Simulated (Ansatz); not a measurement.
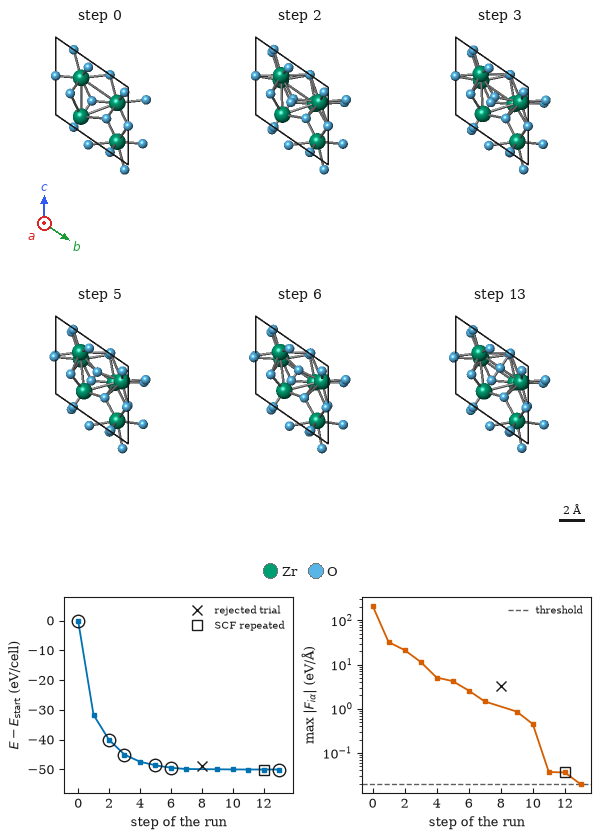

Frames of a relaxation of a defect cell of composition Zr$_{7}$O$_{16}$ (started half-way along a vacancy jump, in the symmetry of that start), marked on the history of the run. The picture is a ball-and-stick view of the cell of the calculation (origin shifted), seen along the a axis.

The calculation used Ansatz, DFT PBEsol, scalar-relativistic, plane waves, PAW.

Input file:
```yaml
crystal:
  lattice:
    - [0.0, 7.1689604925, 0.0]
    - [7.1689604925, 0.0, 0.0]
    - [-3.5844802462, -3.5844802462, -5.1771128403]
  atoms:
    - { symbol: Zr, position: [-0.25, 1.0, 1.0] }
    - { symbol: Zr, position: [0.5, 0.5, 1.0] }
    - { symbol: Zr, position: [0.0, 0.5, 1.0] }
    - { symbol: Zr, position: [0.0, 0.0, 0.5] }
    - { symbol: Zr, position: [0.5, 0.0, 0.5] }
    - { symbol: Zr, position: [0.0, 0.5, 0.5] }
    - { symbol: Zr, position: [0.5, 0.5, 0.5] }
    - { symbol: O, position: [0.149258387, 0.899258387, 0.7985167741] }
    - { symbol: O, position: [0.649258387, 0.899258387, 0.7985167741] }
    - { symbol: O, position: [0.149258387, 0.399258387, 0.7985167741] }
    - { symbol: O, position: [0.649258387, 0.399258387, 0.7985167741] }
    - { symbol: O, position: [0.899258387, 0.649258387, 0.2985167741] }
    - { symbol: O, position: [0.399258387, 0.649258387, 0.2985167741] }
    - { symbol: O, position: [0.899258387, 0.149258387, 0.2985167741] }
    - { symbol: O, position: [0.399258387, 0.149258387, 0.2985167741] }
    - { symbol: O, position: [0.350741613, 0.100741613, 0.7014832259] }
    - { symbol: O, position: [0.850741613, 0.100741613, 0.7014832259] }
    - { symbol: O, position: [0.350741613, 0.600741613, 0.7014832259] }
    - { symbol: O, position: [0.850741613, 0.600741613, 0.7014832259] }
    - { symbol: O, position: [0.600741613, 0.850741613, 0.2014832259] }
    - { symbol: O, position: [0.100741613, 0.850741613, 0.2014832259] }
    - { symbol: O, position: [0.600741613, 0.350741613, 0.2014832259] }
    - { symbol: O, position: [0.100741613, 0.350741613, 0.2014832259] }
basis:
  ecutwfc: 420
kpoints:
  mp_grid: { grid: [4, 4, 4] }
hamiltonian:
  xc: pbesol
scf:
  occupations: { method: gaussian, width: 0.05 }
output:
  forces: true
  stress: true
  eigenvalues: true
  write_density: true
  write_potential: true
  elf: true
  volumetric_format: npy
relax:
  adjacent_minimum: "off"
  f_tol: 0.02
  max_steps: 60
  escape_saddle: false
```

Run as
```bash
ansatz run input.yaml --threads 4 --pin off --max-ram 9216MiB --backend cpu --events-out ev --progress --plain --runs-dir out
```

**What happens along the run?**

The energy falls by 50.027 eV per cell of the calculation in 11 accepted moves (13 points after the start). The largest force component goes from 220 to 0.019 eV/Å. The line search rejected the trial step at point 8 of the run. 1 step only repeated the SCF at the same geometry. O14 moves most: 1.18 Å along [1 1 2]. By element the largest moves are O 1.18 Å, Zr 0.42 Å. The cell doesn't change. Near-neighbour distances that change, for instance: O10–O14 2.589 → 1.450 Å, Zr1–O9 1.043 → 1.876 Å, Zr1–O14 1.545 → 2.311 Å, Zr1–O20 2.741 → 2.173 Å. Bond angles that change, for instance: Zr4–O14–Zr6 119.6° → 177.9°, Zr1–O14–Zr4 120.2° → 91.1°, Zr4–O12–Zr6 119.6° → 96.7°. From step 0 to 2: O9 moves most (0.24 Å), energy −40.065 eV per cell of the calculation. From step 2 to 3: O14 moves most (0.19 Å), energy −4.950 eV per cell of the calculation. From step 3 to 5: O14 moves most (0.39 Å), energy −3.599 eV per cell of the calculation. From step 5 to 6: O14 moves most (0.19 Å), energy −0.828 eV per cell of the calculation. From step 6 to 13: O14 moves most (0.20 Å), energy −0.585 eV per cell of the calculation.

Limits of the set-up: the periodic images lie only 7.2 Å apart, so the values are limited by the cell's size.
